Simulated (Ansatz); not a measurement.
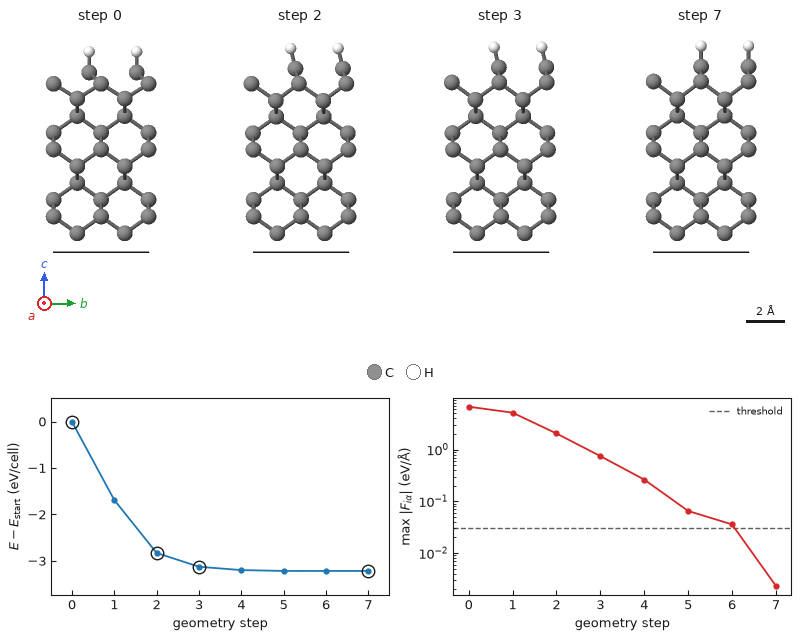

Frames of a constrained relaxation of a slab of composition HC11 (cut from the Fd-3m phase), marked on the history of the run. The picture is a ball-and-stick view of the 2 × 2 repeat of the cell, outlined in the plane, without the vacuum, seen along the a axis.

Case: CH put at a hollow C-C site. The slab is the (1 0 0) face of C with CH on it. 5 atoms are held fixed.

Theory: Ansatz, DFT PBEsol, scalar-relativistic, plane waves, PAW. Settings: plane-wave cutoff 420 eV; k-point mesh 11 × 11 × 1; occupations gaussian; smearing width 0.05 eV; collinear spin; dipole correction; atoms relaxed in a fixed cell; force threshold 0.03 eV/Å; at most 70 steps.

Describe the path.

Answer. After 7 geometry steps the energy has fallen by 3.216 eV per cell of the calculation. Largest force component: 6.7 eV/Å at the start, 0.0023 eV/Å at the end. The largest moves, 0.70 Å, are those of C and H atoms. Largest moves by element: C 0.70 Å, H 0.70 Å. The cell stays as it was. Some distances before and after: C–C 1.971 → 2.478 Å, C–C 1.481 → 1.570 Å, C–C 1.528 → 1.482 Å, C–C 1.559 → 1.533 Å. Bond angles that change, for instance: C–C–C 81.9° → 108.5°, C–C–C 123.8° → 108.5°, C–C–C 116.1° → 106.3°. The program noted that the starting moments weren't kept. The run may lie on a higher electronic state than the lowest, so the end point isn't shown to be the ground-state structure. From step 0 to 2: a C atom moves most (0.39 Å), energy −2.828 eV per cell of the calculation. From step 2 to 3: C and H atoms move most (0.20 Å), energy −0.298 eV per cell of the calculation. From step 3 to 7: the H atom moves most (0.37 Å), energy −90.2 meV per cell of the calculation.

```csv
step,"E − E(0), meV/atom","largest force component, eV/Å"
0,0.00,6.7100
1,-140.67,5.1487
2,-235.70,2.0432
3,-260.51,0.7457
4,-266.50,0.2626
5,-267.99,0.0650
6,-268.02,0.0358
7,-268.03,0.0023
```

Limits of the set-up: the periodic images lie only 2.5 Å apart, so the values are limited by the cell's size.
